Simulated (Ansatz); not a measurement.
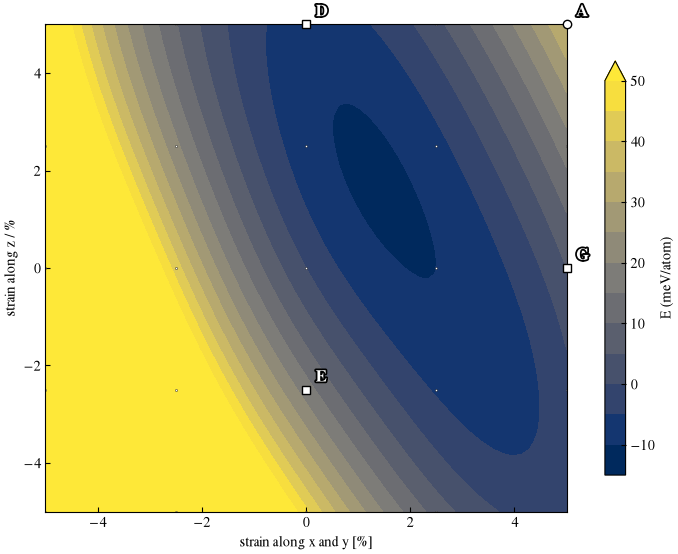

Ag (Fm-3m, No. 225; 1 atom in the cell). The cell is strained homogeneously, by one strain along x and y and another along z, with fractional coordinates fixed (x, y and z along the cube axes). Coordinates scanned: (1) strain along x and y; (2) strain along z. The grid has 5 × 5 points. Energies: meV/atom, counted from the unstrained cell. The reference cell is the one listed in the database, not relaxed at this level. Theory: Ansatz, DFT PBE, scalar-relativistic, plane waves, PAW. Settings: cutoff 420 eV, k-mesh 20×20×20, gaussian smearing 0.15 eV, no spin polarisation.

In the figure: filled contours, dots at the grid points, one colour for all values above the top of the scale, lettered points. Between grid points the surface is interpolated.

Rank the lettered points by energy, lowest first.

Answer. D (−7 meV/atom), G (5.0 meV/atom), E (17 meV/atom), A (36 meV/atom).
